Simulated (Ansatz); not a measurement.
Run report: WS2, single-point calculation (part 2 of 3)

Continued. System: WS2 (P6₃/mmc, 6 atoms in the cell). Method: DFT PBEsol+U, non-collinear, scalar-relativistic, plane waves, PAW, Ueff = 8 eV on W atom 1 d; Ueff = 8 eV on W atom 2 d (Ansatz 0.2.0); cutoff 420 eV, 7×7×2 k-mesh, Gaussian smearing of 0.05 eV, non-collinear spins. The structure derives from an entry of the Crystallography Open Database. It belongs to a series of runs on one base structure; here: canted directions held.

Geometry of the input (Å; fractional positions):
```
3.1800  0.0000  0.0000
-1.5900  2.7540  0.0000
0.0000  0.0000  12.5000
W  0.3333  0.6667  0.2500
W  0.6667  0.3333  0.7500
S  0.3333  0.6667  0.6200
S  0.6667  0.3333  0.1200
S  0.3333  0.6667  0.8800
S  0.6667  0.3333  0.3800
```

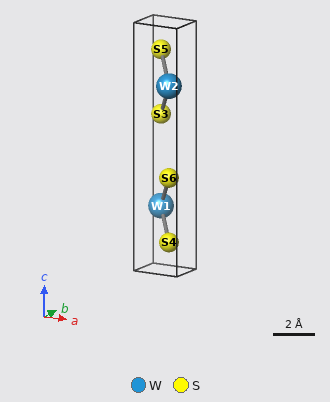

Fig. 1: The input geometry (ball-and-stick view of the cell of the calculation, seen slightly off an axis; atoms are numbered from 1 in the order of the input).

**Output, continued**
```
SCF iter   1: F=-24022.176742 eV  HF=-24034.673939 eV  |F-HF|=1.25e1  |Δ(HF+E_count)|=         —  Δρ=8.67e-2  dr2=1.52e1  dr2_m=1.20e0  ethr=3.10e-3  |M|=3.78e0 ∫|m|=3.96e0 μB  |m|>n=0.0e0 m-floor=0.0e0 τ_xc=1.7e-3 mc-row=0.0e0  β_m=0.30  ⟨swp⟩=6.4  Hψ=15406  notcnv=0  defer=20
preconditioner: auto → Resta (q_TF=auto, 2.410 Å⁻¹)  ε∞=5.4  [insulator: Δε(μ)=0.134 eV  Ē_g=10.106 eV  σ=0.050 eV  W_gap=0.66  n_scr=26 (ndim 8)  ℏωp=21.3 eV  f_vac=0.001  D(μ)=0.64/eV (n_scr^D=4)  ε∞_Penn≈5.4]
spin=Noncollinear: Resta preconditioning applied to the charge; magnetization (m_x, m_y, m_z) channels mix plain (no charge-response kernel on spin).
SCF iter   2: F=-24029.646629 eV  HF=-24032.195658 eV  |F-HF|=2.55e0  |Δ(HF+E_count)|=    2.48e0  Δρ=5.06e-2  dr2=3.68e0  dr2_m=5.77e-1  ethr=3.10e-3  |M|=3.56e0 ∫|m|=3.81e0 μB  |m|>n=0.0e0 m-floor=0.0e0 τ_xc=1.3e-3 mc-row=0.0e0  β_m=0.47  ⟨swp⟩=3.3  Hψ=6722  notcnv=0  defer=364
preconditioner: auto → Kerker (q_TF=auto, 2.410 Å⁻¹)  [metal: Δε(μ)=0.040 eV  Ē_g=9.578 eV  σ=0.050 eV  W_gap=0.43  n_scr=26 (ndim 8)  ℏωp=21.3 eV  f_vac=0.003  D(μ)=1.63/eV (n_scr^D=6)]
spin=Noncollinear: Kerker preconditioning applied to the charge; magnetization (m_x, m_y, m_z) channels mix plain (no charge-response kernel on spin).
SCF iter   3: F=-24031.342392 eV  HF=-24031.679602 eV  |F-HF|=3.37e-1  |Δ(HF+E_count)|=   5.16e-1  Δρ=1.61e-2  dr2=4.80e-1  dr2_m=6.02e-2  ethr=3.10e-3  |M|=3.31e0 ∫|m|=3.73e0 μB  |m|>n=0.0e0 m-floor=0.0e0 τ_xc=9.9e-4 mc-row=0.0e0  β_m=0.74  ⟨swp⟩=3.3  Hψ=6881  notcnv=0  defer=373
SCF iter   4: F=-24031.551444 eV  HF=-24031.670627 eV  |F-HF|=1.19e-1  |Δ(HF+E_count)|=   8.98e-3  Δρ=8.59e-3  dr2=1.46e-1  dr2_m=1.49e-3  ethr=9.23e-4  |M|=3.39e0 ∫|m|=3.80e0 μB  |m|>n=0.0e0 m-floor=0.0e0 τ_xc=1.2e-3 mc-row=0.0e0  β_m=0.78  ⟨swp⟩=3.5  Hψ=5865  notcnv=0  defer=324
SCF iter   5: F=-24031.637073 eV  HF=-24031.640476 eV  |F-HF|=3.40e-3  |Δ(HF+E_count)|=   3.02e-2  Δρ=1.99e-3  dr2=6.98e-3  dr2_m=5.59e-5  ethr=2.80e-4  |M|=3.36e0 ∫|m|=3.80e0 μB  |m|>n=0.0e0 m-floor=0.0e0 τ_xc=1.1e-3 mc-row=0.0e0  β_m=0.89  ⟨swp⟩=3.4  Hψ=5660  notcnv=0  defer=320
SCF iter   6: F=-24031.638768 eV  HF=-24031.639439 eV  |F-HF|=6.71e-4  |Δ(HF+E_count)|=   1.04e-3  Δρ=4.59e-4  dr2=1.13e-3  dr2_m=1.43e-6  ethr=1.34e-5  |M|=3.35e0 ∫|m|=3.80e0 μB  |m|>n=0.0e0 m-floor=0.0e0 τ_xc=1.1e-3 mc-row=0.0e0  β_m=0.94  ⟨swp⟩=2.2  Hψ=5559  notcnv=0  defer=320
SCF iter   7: F=-24031.639372 eV  HF=-24031.639440 eV  |F-HF|=6.81e-5  |Δ(HF+E_count)|=   7.54e-7  Δρ=1.76e-4  dr2=1.05e-4  dr2_m=9.79e-7  ethr=2.17e-6  |M|=3.35e0 ∫|m|=3.80e0 μB  |m|>n=0.0e0 m-floor=0.0e0 τ_xc=1.1e-3 mc-row=0.0e0  β_m=0.94  ⟨swp⟩=2.0  Hψ=4598  notcnv=0  defer=320
SCF iter   8: F=-24031.639439 eV  HF=-24031.639439 eV  |F-HF|=5.15e-7  |Δ(HF+E_count)|=   1.31e-6  Δρ=3.14e-5  dr2=1.59e-6  dr2_m=9.84e-8  ethr=2.03e-7  |M|=3.35e0 ∫|m|=3.80e0 μB  |m|>n=0.0e0 m-floor=0.0e0 τ_xc=1.1e-3 mc-row=0.0e0  β_m=0.97  ⟨swp⟩=2.0  Hψ=4704  notcnv=0  defer=320
SCF iter   9: F=-24031.639440 eV  HF=-24031.639440 eV  |F-HF|=5.20e-8  |Δ(HF+E_count)|=   7.87e-7  Δρ=1.07e-5  dr2=6.70e-8  dr2_m=3.52e-8  ethr=1.92e-10  |M|=3.35e0 ∫|m|=3.80e0 μB  |m|>n=0.0e0 m-floor=0.0e0 τ_xc=1.1e-3 mc-row=0.0e0  β_m=0.97  ⟨swp⟩=18.0  Hψ=33039  notcnv=0
Mixer restart at iter 9: flushing history
SCF iter  10: F=-24036.131369 eV  HF=-24031.640397 eV  |F-HF|=4.49e0  |Δ(HF+E_count)|=         —  Δρ=2.01e-5  dr2=5.40e-7  dr2_m=2.16e-8  ethr=1.29e-10  |M|=3.35e0 ∫|m|=3.80e0 μB  |m|>n=0.0e0 m-floor=0.0e0 τ_xc=1.1e-3 mc-row=0.0e0  β_m=0.97  ⟨swp⟩=3.0  Hψ=7200  notcnv=0
SCF iter  11: F=-24032.530693 eV  HF=-24038.174616 eV  |F-HF|=5.64e0  |Δ(HF+E_count)|=    6.53e0  Δρ=4.81e-2  dr2=7.57e0  dr2_m=2.82e-2  ethr=1.29e-10  |M|=2.64e0 ∫|m|=3.69e0 μB  |m|>n=0.0e0 m-floor=0.0e0 τ_xc=8.1e-4 mc-row=0.0e0  β_m=0.06  ⟨swp⟩=8.6  Hψ=22721  notcnv=0  defer=106
SCF iter  12: F=-24033.005491 eV  HF=-24038.119502 eV  |F-HF|=5.11e0  |Δ(HF+E_count)|=   5.51e-2  Δρ=4.54e-2  dr2=6.82e0  dr2_m=2.59e-2  ethr=1.29e-10  |M|=2.65e0 ∫|m|=3.70e0 μB  |m|>n=0.0e0 m-floor=0.0e0 τ_xc=8.3e-4 mc-row=0.0e0  β_m=0.07  ⟨swp⟩=6.5  Hψ=17078  notcnv=0  defer=309
SCF iter  13: F=-24034.039493 eV  HF=-24037.887378 eV  |F-HF|=3.85e0  |Δ(HF+E_count)|=   2.32e-1  Δρ=3.98e-2  dr2=5.31e0  dr2_m=2.03e-2  ethr=1.29e-10  |M|=2.68e0 ∫|m|=3.72e0 μB  |m|>n=0.0e0 m-floor=0.0e0 τ_xc=9.1e-4 mc-row=0.0e0  β_m=0.15  ⟨swp⟩=7.0  Hψ=17392  notcnv=0  defer=309
SCF iter  14: F=-24036.910053 eV  HF=-24037.214785 eV  |F-HF|=3.05e-1  |Δ(HF+E_count)|=   6.73e-1  Δρ=1.61e-2  dr2=9.59e-1  dr2_m=2.67e-3  ethr=1.29e-10  |M|=2.89e0 ∫|m|=3.82e0 μB  |m|>n=0.0e0 m-floor=0.0e0 τ_xc=1.4e-3 mc-row=0.0e0  β_m=0.31  ⟨swp⟩=7.8  Hψ=20961  notcnv=0  defer=325
SCF iter  15: F=-24037.476681 eV  HF=-24037.434063 eV  |F-HF|=4.26e-2  |Δ(HF+E_count)|=   2.19e-1  Δρ=3.59e-3  dr2=4.14e-2  dr2_m=6.44e-4  ethr=1.29e-10  |M|=2.90e0 ∫|m|=3.91e0 μB  |m|>n=0.0e0 m-floor=0.0e0 τ_xc=1.7e-3 mc-row=0.0e0  β_m=0.64  ⟨swp⟩=7.8  Hψ=20975  notcnv=0  defer=322
SCF iter  16: F=-24037.515839 eV  HF=-24037.519879 eV  |F-HF|=4.04e-3  |Δ(HF+E_count)|=   8.58e-2  Δρ=2.65e-3  dr2=1.22e-2  dr2_m=6.05e-4  ethr=1.29e-10  |M|=2.88e0 ∫|m|=4.01e0 μB  |m|>n=0.0e0 m-floor=0.0e0 τ_xc=2.3e-3 mc-row=0.0e0  β_m=0.82  ⟨swp⟩=7.4  Hψ=19257  notcnv=0  defer=336
SCF iter  17: F=-24037.526579 eV  HF=-24037.523662 eV  |F-HF|=2.92e-3  |Δ(HF+E_count)|=   3.78e-3  Δρ=1.79e-3  dr2=1.33e-3  dr2_m=9.22e-4  ethr=1.29e-10  |M|=2.96e0 ∫|m|=4.10e0 μB  |m|>n=0.0e0 m-floor=0.0e0 τ_xc=3.3e-3 mc-row=0.0e0  β_m=0.91  ⟨swp⟩=6.1  Hψ=16429  notcnv=0  defer=318
SCF iter  18: F=-24037.531156 eV  HF=-24037.529842 eV  |F-HF|=1.31e-3  |Δ(HF+E_count)|=   6.18e-3  Δρ=1.14e-3  dr2=4.49e-4  dr2_m=3.69e-4  ethr=1.29e-10  |M|=3.00e0 ∫|m|=4.18e0 μB  |m|>n=0.0e0 m-floor=0.0e0 τ_xc=4.7e-3 mc-row=0.0e0  β_m=0.96  ⟨swp⟩=6.1  Hψ=14817  notcnv=0  defer=318
SCF iter  19: F=-24037.534786 eV  HF=-24037.534350 eV  |F-HF|=4.36e-4  |Δ(HF+E_count)|=   4.51e-3  Δρ=5.26e-4  dr2=1.59e-4  dr2_m=8.25e-5  ethr=1.29e-10  |M|=3.04e0 ∫|m|=4.29e0 μB  |m|>n=0.0e0 m-floor=0.0e0 τ_xc=8.8e-3 mc-row=0.0e0  β_m=0.98  ⟨swp⟩=6.6  Hψ=16047  notcnv=0  defer=318
SCF iter  20: F=-24037.536993 eV  HF=-24037.536393 eV  |F-HF|=5.99e-4  |Δ(HF+E_count)|=   2.04e-3  Δρ=4.31e-4  dr2=4.93e-5  dr2_m=7.32e-5  ethr=1.29e-10  |M|=3.05e0 ∫|m|=4.34e0 μB  |m|>n=0.0e0 m-floor=0.0e0 τ_xc=1.4e-2 mc-row=0.0e0  β_m=0.99  ⟨swp⟩=5.9  Hψ=14596  notcnv=0  defer=310
SCF iter  21: F=-24037.538104 eV  HF=-24037.537336 eV  |F-HF|=7.68e-4  |Δ(HF+E_count)|=   9.43e-4  Δρ=4.55e-4  dr2=3.31e-5  dr2_m=8.99e-5  ethr=1.29e-10  |M|=3.06e0 ∫|m|=4.35e0 μB  |m|>n=0.0e0 m-floor=0.0e0 τ_xc=1.7e-2 mc-row=0.0e0  β_m=0.99  ⟨swp⟩=5.5  Hψ=13038  notcnv=0  defer=298
SCF iter  22: F=-24037.539466 eV  HF=-24037.538540 eV  |F-HF|=9.26e-4  |Δ(HF+E_count)|=   1.20e-3  Δρ=4.56e-4  dr2=4.36e-5  dr2_m=9.85e-5  ethr=1.29e-10  |M|=3.07e0 ∫|m|=4.38e0 μB  |m|>n=0.0e0 m-floor=0.0e0 τ_xc=2.0e-2 mc-row=0.0e0  β_m=1.00  ⟨swp⟩=5.5  Hψ=13161  notcnv=0  defer=298
SCF iter  23: F=-24037.539369 eV  HF=-24037.538458 eV  |F-HF|=9.11e-4  |Δ(HF+E_count)|=   8.20e-5  Δρ=4.52e-4  dr2=4.83e-5  dr2_m=9.84e-5  ethr=1.29e-10  |M|=3.07e0 ∫|m|=4.38e0 μB  |m|>n=0.0e0 m-floor=0.0e0 τ_xc=2.0e-2 mc-row=0.0e0  β_m=1.00  ⟨swp⟩=3.6  Hψ=8290  notcnv=0  defer=298
SCF iter  24: F=-24037.539469 eV  HF=-24037.538530 eV  |F-HF|=9.39e-4  |Δ(HF+E_count)|=   7.20e-5  Δρ=4.57e-4  dr2=4.39e-5  dr2_m=1.01e-4  ethr=1.29e-10  |M|=3.07e0 ∫|m|=4.38e0 μB  |m|>n=0.0e0 m-floor=0.0e0 τ_xc=2.0e-2 mc-row=0.0e0  β_m=0.08  ⟨swp⟩=4.0  Hψ=8852  notcnv=0  defer=298
SCF iter  25: F=-24037.539270 eV  HF=-24037.538370 eV  |F-HF|=8.99e-4  |Δ(HF+E_count)|=   1.60e-4  Δρ=4.47e-4  dr2=3.48e-5  dr2_m=9.56e-5  ethr=1.29e-10  |M|=3.07e0 ∫|m|=4.37e0 μB  |m|>n=0.0e0 m-floor=0.0e0 τ_xc=2.0e-2 mc-row=0.0e0  β_m=0.12  ⟨swp⟩=4.9  Hψ=10697  notcnv=0  defer=298
SCF iter  26: F=-24037.538708 eV  HF=-24037.537929 eV  |F-HF|=7.78e-4  |Δ(HF+E_count)|=   4.41e-4  Δρ=4.38e-4  dr2=4.30e-5  dr2_m=9.25e-5  ethr=1.29e-10  |M|=3.07e0 ∫|m|=4.37e0 μB  |m|>n=0.0e0 m-floor=0.0e0 τ_xc=1.8e-2 mc-row=0.0e0  β_m=1.00  ⟨swp⟩=5.0  Hψ=11594  notcnv=0  defer=298
SCF iter  27: F=-24037.537191 eV  HF=-24037.536778 eV  |F-HF|=4.13e-4  |Δ(HF+E_count)|=   1.15e-3  Δρ=3.05e-4  dr2=2.24e-5  dr2_m=4.50e-5  ethr=1.29e-10  |M|=3.07e0 ∫|m|=4.39e0 μB  |m|>n=0.0e0 m-floor=0.0e0 τ_xc=1.2e-2 mc-row=0.0e0  β_m=0.46  ⟨swp⟩=6.0  Hψ=14364  notcnv=0  defer=298
SCF iter  28: F=-24037.535901 eV  HF=-24037.535781 eV  |F-HF|=1.20e-4  |Δ(HF+E_count)|=   9.97e-4  Δρ=1.96e-4  dr2=9.48e-6  dr2_m=1.55e-5  ethr=1.29e-10  |M|=3.07e0 ∫|m|=4.39e0 μB  |m|>n=0.0e0 m-floor=0.0e0 τ_xc=5.4e-3 mc-row=0.0e0  β_m=1.00  ⟨swp⟩=6.0  Hψ=14271  notcnv=0  defer=298
SCF iter  29: F=-24037.535747 eV  HF=-24037.535736 eV  |F-HF|=1.09e-5  |Δ(HF+E_count)|=   4.48e-5  Δρ=7.62e-5  dr2=5.51e-6  dr2_m=1.72e-6  ethr=1.29e-10  |M|=3.08e0 ∫|m|=4.43e0 μB  |m|>n=0.0e0 m-floor=0.0e0 τ_xc=7.1e-3 mc-row=0.0e0  β_m=1.00  ⟨swp⟩=6.7  Hψ=15090  notcnv=0  defer=298
SCF iter  30: F=-24037.535752 eV  HF=-24037.535751 eV  |F-HF|=5.86e-7  |Δ(HF+E_count)|=   1.46e-5  Δρ=4.12e-5  dr2=4.06e-6  dr2_m=3.01e-7  ethr=1.29e-10  |M|=3.08e0 ∫|m|=4.42e0 μB  |m|>n=0.0e0 m-floor=0.0e0 τ_xc=6.7e-3 mc-row=0.0e0  β_m=1.00  ⟨swp⟩=4.1  Hψ=10122  notcnv=0  defer=298
SCF iter  31: F=-24037.535761 eV  HF=-24037.535760 eV  |F-HF|=1.35e-6  |Δ(HF+E_count)|=   8.73e-6  Δρ=2.50e-5  dr2=1.52e-7  dr2_m=2.11e-7  ethr=1.29e-10  |M|=3.08e0 ∫|m|=4.43e0 μB  |m|>n=0.0e0 m-floor=0.0e0 τ_xc=6.8e-3 mc-row=0.0e0  β_m=1.00  ⟨swp⟩=4.0  Hψ=10271  notcnv=0  defer=298
SCF iter  32: F=-24037.535765 eV  HF=-24037.535764 eV  |F-HF|=1.19e-6  |Δ(HF+E_count)|=   3.81e-6  Δρ=2.38e-5  dr2=2.38e-8  dr2_m=1.74e-7  ethr=1.29e-10  |M|=3.08e0 ∫|m|=4.43e0 μB  |m|>n=0.0e0 m-floor=0.0e0 τ_xc=6.8e-3 mc-row=0.0e0  β_m=1.00  ⟨swp⟩=18.7  Hψ=32811  notcnv=0
SCF iter  33: F=-24037.535769 eV  HF=-24037.535768 eV  |F-HF|=1.60e-6  |Δ(HF+E_count)|=   4.15e-6  Δρ=2.79e-5  dr2=8.84e-9  dr2_m=2.26e-7  ethr=4.58e-11  |M|=3.08e0 ∫|m|=4.43e0 μB  |m|>n=0.0e0 m-floor=0.0e0 τ_xc=6.9e-3 mc-row=0.0e0  β_m=1.00  ⟨swp⟩=11.6  Hψ=28648  notcnv=0
SCF iter  34: F=-24037.535774 eV  HF=-24037.535772 eV  |F-HF|=2.14e-6  |Δ(HF+E_count)|=   3.92e-6  Δρ=3.18e-5  dr2=7.93e-9  dr2_m=2.92e-7  ethr=1.70e-11  |M|=3.08e0 ∫|m|=4.43e0 μB  |m|>n=0.0e0 m-floor=0.0e0 τ_xc=6.9e-3 mc-row=0.0e0  β_m=1.00  ⟨swp⟩=11.6  Hψ=27944  notcnv=0
SCF iter  35: F=-24037.535771 eV  HF=-24037.535769 eV  |F-HF|=1.60e-6  |Δ(HF+E_count)|=   2.70e-6  Δρ=2.73e-5  dr2=9.35e-9  dr2_m=2.15e-7  ethr=1.53e-11  |M|=3.08e0 ∫|m|=4.43e0 μB  |m|>n=0.0e0 m-floor=0.0e0 τ_xc=6.9e-3 mc-row=0.0e0  β_m=1.00  ⟨swp⟩=10.3  Hψ=25781  notcnv=0
SCF iter  36: F=-24037.535766 eV  HF=-24037.535765 eV  |F-HF|=6.15e-7  |Δ(HF+E_count)|=   3.68e-6  Δρ=1.62e-5  dr2=8.88e-9  dr2_m=7.75e-8  ethr=1.53e-11  |M|=3.08e0 ∫|m|=4.43e0 μB  |m|>n=0.0e0 m-floor=0.0e0 τ_xc=7.1e-3 mc-row=0.0e0  β_m=1.00  ⟨swp⟩=13.0  Hψ=33688  notcnv=0
SCF iter  37: F=-24037.535767 eV  HF=-24037.535767 eV  |F-HF|=1.51e-7  |Δ(HF+E_count)|=   1.29e-6  Δρ=7.93e-6  dr2=1.53e-8  dr2_m=1.98e-8  ethr=1.53e-11  |M|=3.08e0 ∫|m|=4.43e0 μB  |m|>n=0.0e0 m-floor=0.0e0 τ_xc=7.3e-3 mc-row=0.0e0  β_m=1.00  ⟨swp⟩=13.0  Hψ=33249  notcnv=0
iter 38 did not close the SCF: its close was put off for a magnetic moment that had not settled (scf_convergence_deferred on its scf_iter line)
SCF iter  38: F=-24037.535767 eV  HF=-24037.535767 eV  |F-HF|=4.49e-8  |Δ(HF+E_count)|=   5.19e-7  Δρ=4.87e-6  dr2=6.98e-9  dr2_m=7.12e-9  ethr=1.53e-11  |M|=3.08e0 ∫|m|=4.43e0 μB  |m|>n=0.0e0 m-floor=0.0e0 τ_xc=7.4e-3 mc-row=0.0e0  β_m=1.00  ⟨swp⟩=12.2  Hψ=28117  notcnv=0
SCF iter  39: F=-24037.535767 eV  HF=-24037.535767 eV  |F-HF|=1.25e-8  |Δ(HF+E_count)|=   1.43e-7  Δρ=2.57e-6  dr2=2.88e-9  dr2_m=2.69e-9  ethr=1.34e-11  |M|=3.08e0 ∫|m|=4.43e0 μB  |m|>n=0.0e0 m-floor=0.0e0 τ_xc=7.4e-3 mc-row=0.0e0  ⟨swp⟩=6.3  Hψ=24818  notcnv=0
SCF 1 converged in 39 iterations: F = -24037.535767 eV  dr2 = 2.88e-9
  greatest PAW one-centre occupation: 1.000 electrons in one spin orbital (limit 2), on the W atom at site 0 (counted from 0), in its partial waves of l = 0
SCF converged after 39 iterations
Stability not checked: this state was not tested for a lower state beside it, because a magnetisation constraint still acts at the end of the SCF (magnetization_constraint; see scf.lower_state_search)
Magnetization: |M| = 3.0801 μB,  M = (+0.7972, -0.0000, +2.9751) μB
Absolute magnetization: 4.4305 μB (∫|m|, with the PAW one-centre terms)
  site 0: m = (-0.0001, +0.0000, +1.2847) μB, |m| = 1.2847 μB  (R = 1.01 Å)
  site 1: m = (+0.6425, -0.0000, +1.1125) μB, |m| = 1.2847 μB  (R = 1.01 Å)
  site 2: m = (-0.0630, -0.0000, -0.1092) μB, |m| = 0.1260 μB  (R = 1.01 Å)
  site 3: m = (-0.0000, +0.0000, -0.1260) μB, |m| = 0.1260 μB  (R = 1.01 Å)
  site 4: m = (-0.0630, +0.0000, -0.1092) μB, |m| = 0.1260 μB  (R = 1.01 Å)
  site 5: m = (-0.0000, -0.0000, -0.1260) μB, |m| = 0.1260 μB  (R = 1.01 Å)
--- Magnetisation constraints (ε_frz = 1.0e-4 eV) ---
  site  kind           target                            achieved (μB)             |Δ|max (μB)  g (eV/μB)                    λ_eff  esc  ok   flags
  0     per_site_axis  ê (+0.000, +0.000, +1.000) ≥0.00  (-0.000, +0.000, +1.285)  1.38e-4      (-2.8e-4, +2.5e-13, +0.0e0)  1.000  0    yes
  1     per_site_axis  ê (+0.500, +0.000, +0.866) ≥0.00  (+0.642, -0.000, +1.113)  1.20e-4      (+2.4e-4, -1.2e-9, -1.4e-4)  1.000  0    yes
Free energy (F): -24037.535767 eV
Harris-Foulkes:  -24037.535767 eV  (|F-HF|=1.25e-8)
Internal energy: -24037.532935 eV  (E = F + TS)
E sigma→0 (E₀):  -24037.534351 eV
Entropy (-TS):   -0.002832 eV (-0.472 meV/atom)
Fermi energy:    11.480872 eV
--- Per-component energies (eV) ---
  E_band       = -397.442882
  E_kinetic    = 1336.442482
  E_local      = -3473.955163  (includes V_loc(G=0)·N_el)
  E_nonlocal   = 124.930852
  E_hartree    = 1364.116025
  E_xc         = -916.347441
  E_vxc        = -828.545149  (∫ρ·V_xc dr)
  E_hubbard    = 14.575594  (on-site DFT+U / exact-exchange correction)
  E_vhub       = -8.251385  (the Hubbard potential's part of the band-sum identity)
  E_paw        = -19210.441530  (= ΣΔE_a)
  E_vpaw       = -276.299280  (= ΣTr[D̂ρ^β])
  E_aug_tail   = -0.000116  (compensation charges beyond the density's cutoff)
  E_constr_dc  = 0.000000  (∫m·b dr)
  E_ewald      = -3277.545019
  E_core_change = 0.691382  (= ΣΔE_core)
  E_smearing   = -0.002832  (= −TS)
  E_closure    = -0.000000  (closes the sum)
  E_penalty    = 0.000000  (constraint; not in F)
  Σ components = -24037.535767   (vs F -24037.535767, Δ=0.00e0)
--- Hubbard shell moments (per corrected site; Tr N, ν in electrons; μ in μ_B) ---
  shell 0: Tr N=4.6753  μ_S=(-0.0014, +0.0000, +1.9018)  μ_L=(-0.0000, +0.0000, +0.0000)  μ=(-0.0014, +0.0000, +1.9018)  ν=0.0199 along (-0.001, +0.000, +1.000)
  shell 1: Tr N=4.6753  μ_S=(+0.9521, -0.0000, +1.6463)  μ_L=(+0.0000, -0.0000, -0.0000)  μ=(+0.9521, -0.0000, +1.6463)  ν=0.0199 along (+0.501, -0.000, +0.865)
--- Specified on-site occupations, and those of the state reported ---
  electrons in the specified blocks: 4.2000 specified, 9.3506 found
  site 1 (l=d): largest change of an orbital's occupation 0.4681; electrons 2.1000 specified, 4.6753 found; spectral distance 1.0106
  site 0 (l=d): largest change of an orbital's occupation 0.4681; electrons 2.1000 specified, 4.6753 found; spectral distance 1.0106
```
